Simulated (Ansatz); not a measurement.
SnSe2: geometry relaxation (part 2 of 2)

The same run, continued: SnSe2 (slab, 3 atoms in the cell); DFT PBE+D3(BJ), scalar-relativistic, plane waves, PAW, no spin polarisation (Ansatz 0.2.0); cutoff 420 eV, 12×12×1 k-mesh, Gaussian smearing of 0.02 eV. The structure derives from an entry of the Crystallography Open Database. It belongs to a series of runs on one base structure; here: strain along x -0.020, atoms relaxed.

Geometry of the input (Å; fractional positions):
```
3.7482  0.0000  0.0000
-1.8741  3.3123  0.0000
0.0000  0.0000  32.3760
Se 0.6667  0.3333  0.4506
Sn 0.0000  0.0000  0.5000
Se 0.3333  0.6667  0.5494
```

### Output, continued
```
--- 2D stress c σ (N/m, compression-positive) ---
        1.358070       0.000000       0.000000
        0.000000       0.284271       0.000000
        0.000000       0.000000       0.000000
  P = ½ c Tr σ = 0.8212 N/m
--- Band table (eV; the first three rows and the last of 43) ---
  k-point 0: bands = ["-52.6246", "-52.6245", "-52.6239", "-52.6238", "-52.6065", "-52.6063", "-52.6038", "-52.6035", "-52.5975", "-52.5973", "-27.0925", "-27.0850", "-27.0450", "-27.0367", "-27.0324", "-19.5238", "-18.2064", "-11.6793", "-7.2263", "-6.3599", "-6.2531", "-5.9780", "-5.8651", "-4.2052", "-2.6895", "-1.2658 (-1.2658°)", "-1.0954", "-0.3792"]
  k-point 1: bands = ["-52.6245", "-52.6245", "-52.6239", "-52.6238", "-52.6065", "-52.6063", "-52.6038", "-52.6035", "-52.5975", "-52.5973", "-27.0950", "-27.0821", "-27.0429", "-27.0368", "-27.0347", "-19.4567", "-18.1584", "-11.6877", "-7.2207", "-6.9976", "-6.4755", "-6.3400", "-5.8098", "-3.8257", "-2.1870", "-1.4848 (-1.4848°)", "-0.9387", "-0.3038"]
  k-point 2: bands = ["-52.6244", "-52.6244", "-52.6239", "-52.6238", "-52.6066", "-52.6064", "-52.6038", "-52.6035", "-52.5974", "-52.5973", "-27.1024", "-27.0746", "-27.0412", "-27.0367", "-27.0362", "-19.2601", "-18.0251", "-11.7498", "-8.1291", "-7.2773", "-6.9282", "-6.8901", "-5.8185", "-3.5624", "-1.9069", "-0.9813 (-0.9813°)", "-0.5764", "-0.1324"]
  k-point 42: bands = ["-52.6245", "-52.6244", "-52.6233", "-52.6233", "-52.6066", "-52.6064", "-52.6039", "-52.6038", "-52.5971", "-52.5971", "-27.1174", "-27.0770", "-27.0536", "-27.0312", "-27.0092", "-18.0207", "-17.4695", "-12.7473", "-9.8512", "-9.3389", "-8.3854", "-7.2213", "-6.5229", "-4.0514", "-1.2207", "-0.5135", "0.2695", "1.5424"]
  ° read free of the cell's end (the report's vacuum.weakly_bound_levels)
--- Relaxed structure (3 steps of the walk, 2 accepted, 0 SCFs on fresh bases) ---
  F+E_penalty+E_count = -16964.12403271 eV   max|allowed force component| = 8.913e-3 eV/Å
  cell:  # Å, volume = 401.9481 Å³
    - [3.7481854918, 0.0, 0.0]
    - [-1.8740927459, 3.3122692387, 0.0]
    - [0.0, 0.0, 32.3760079986]
  atoms:
    - { symbol: Se, position: [0.6671956302146941, 0.33439126042938794, 0.45017148674237606] }
    - { symbol: Sn, position: [-3.1663997818009875e-35, -2.9072665982055333e-35, 0.5] }
    - { symbol: Se, position: [0.3328043697853061, 0.6656087395706122, 0.549828513257624] }
```

### Trajectory as extended XYZ (Å, eV, eV/Å), 3 frames, from step=1 to step=3
```
3
Lattice="3.7482 0.0000 0.0000 -1.8741 3.3123 0.0000 0.0000 0.0000 32.3760" Properties=species:S:1:pos:R:3:forces:R:3 step=1 energy=-16964.12244
Se    1.8741    1.1041   14.5875    0.0000   0.0223  -0.1224
Sn    0.0000    0.0000   16.1880    0.0000   0.0000   0.0000
Se    0.0000    2.2082   17.7886    0.0000  -0.0223   0.1224
3
Lattice="3.7482 0.0000 0.0000 -1.8741 3.3123 0.0000 0.0000 0.0000 32.3760" Properties=species:S:1:pos:R:3:forces:R:3 step=2 energy=-16964.11687 accepted=F
Se    1.8741    1.1098   14.5482    0.0000  -0.0001   0.2635
Sn    0.0000    0.0000   16.1880    0.0000   0.0000   0.0000
Se    0.0000    2.2025   17.8278    0.0000   0.0001  -0.2635
3
Lattice="3.7482 0.0000 0.0000 -1.8741 3.3123 0.0000 0.0000 0.0000 32.3760" Properties=species:S:1:pos:R:3:forces:R:3 step=3 energy=-16964.12403
Se    1.8741    1.1076   14.5748    0.0000   0.0089   0.0053
Sn    0.0000    0.0000   16.1880    0.0000   0.0000   0.0000
Se    0.0000    2.2047   17.8013    0.0000  -0.0089  -0.0053
```

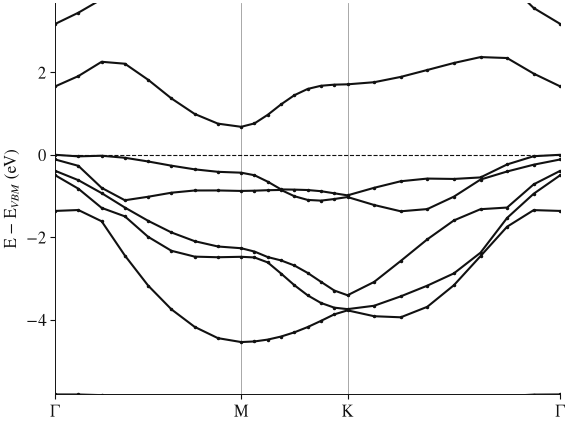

Band structure along Γ–M–K–Γ, with energies from the valence-band top. There is a gap of 0.68 eV on this path, indirect, from Γ to M.

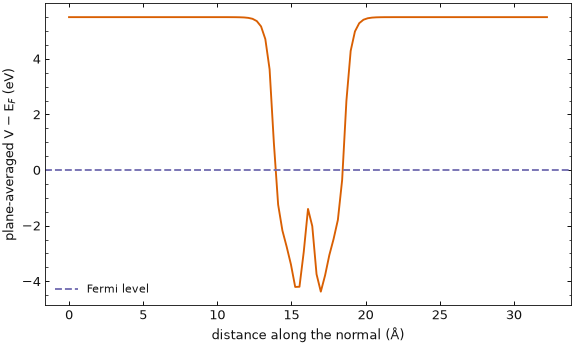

Plane average of the electrostatic potential energy of an electron across the cell, from the Fermi level. The vacuum level lies 5.50 eV above the Fermi level.

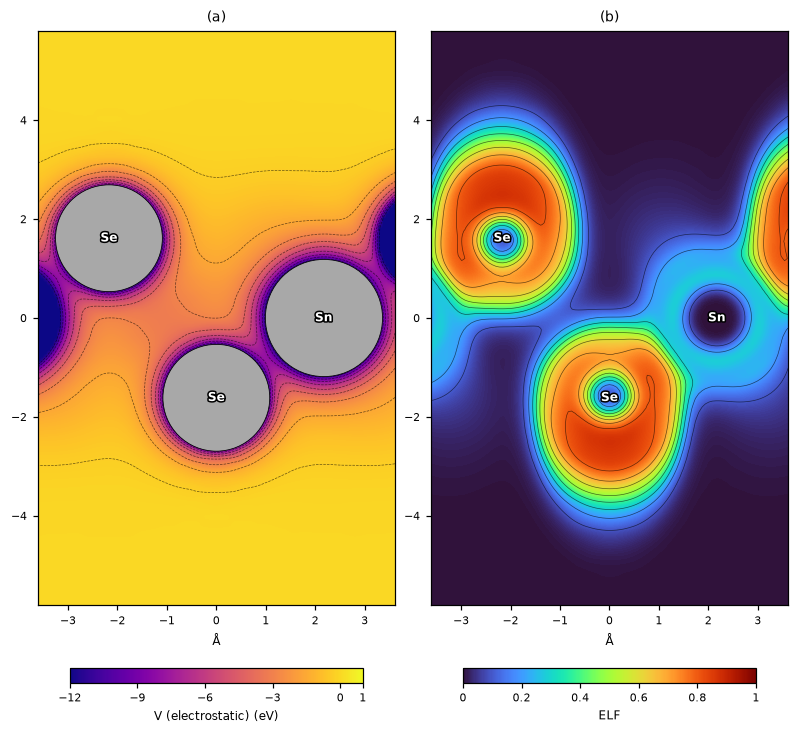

(a) electrostatic potential (local pseudopotential plus Hartree) felt by an electron; (b) electron localisation function on the (110) plane of the calculation cell, a cut from vacuum to vacuum. Grey discs, where drawn, cover atomic cores. Atoms in the plane: Se and Sn. Sn–Se (2.71 Å): the ELF is about 0.60 at the midpoint. In a PAW calculation such maps are meaningful between the atoms, not at the nuclei.

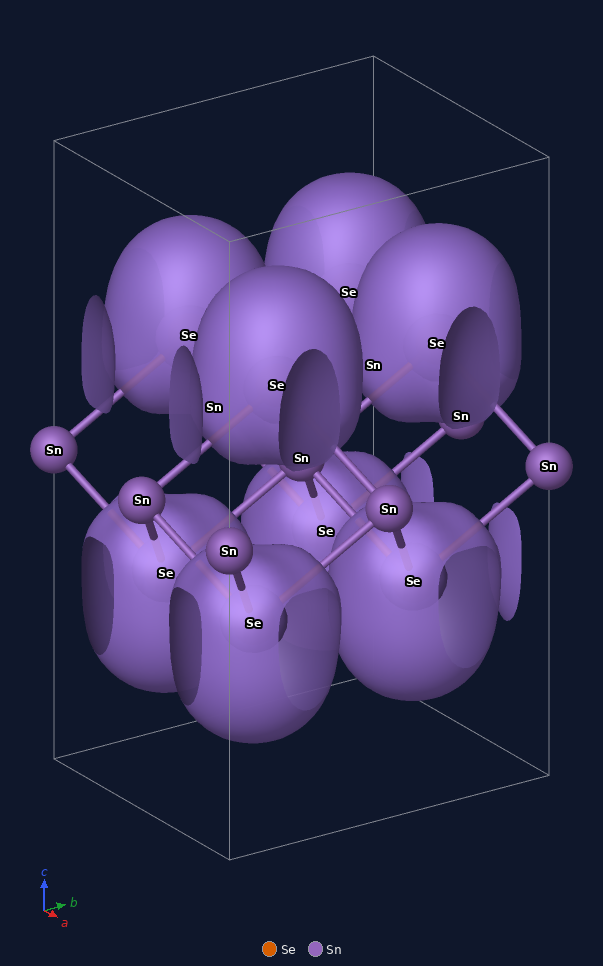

Isosurface of the ELF at 0.6 (purple), seen slightly off an axis. Core shells and regions of very low density are left out. Sticks mark near contacts. Values along the shortest contacts: Sn–Se (2.71 Å): the ELF is about 0.60 at the midpoint.

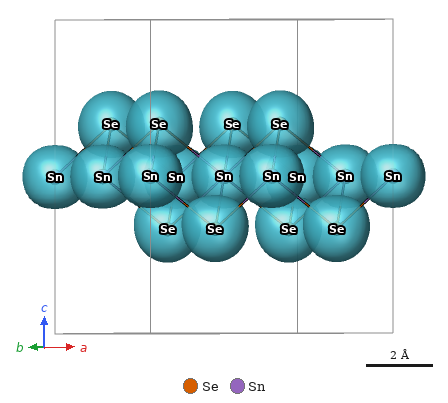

Isosurface of the valence electron density at 0.5 e/Å³ (cyan), seen at an oblique angle. Sticks mark near contacts. At this value the density breaks into separate islands; it holds about 80 % of the electrons treated as valence (semicore included). It is pinched off along the Sn–Se (2.71 Å) contacts. On the grid the lowest density along these lines, outside the cores, is 0.39 e/Å³ (Sn–Se, 2.71 Å).

### Summary

- outcome: converged
- electrons treated: 46
- free energy: −16964.1240 eV
- work function, top face: 5.50 eV
- work function, bottom face: 5.50 eV
- Fermi energy: −5.498 eV
- gap on the k-point mesh: 0.62 eV
- gap on the band path: 0.68 eV
- final volume: 401.95 Å³
- work function (upper face): 5.50 eV
- largest force (length of the vector) at the end: 0.010 eV/Å
- hardware: 2 threads of Intel Xeon @ 2.70GHz, 189 GiB of memory available, shared host
- wall time: 68 s (CPU time 2.2 min)
- peak memory: 0.85 GiB

The program warns: the SCF threshold is looser than advised for the printed stress.
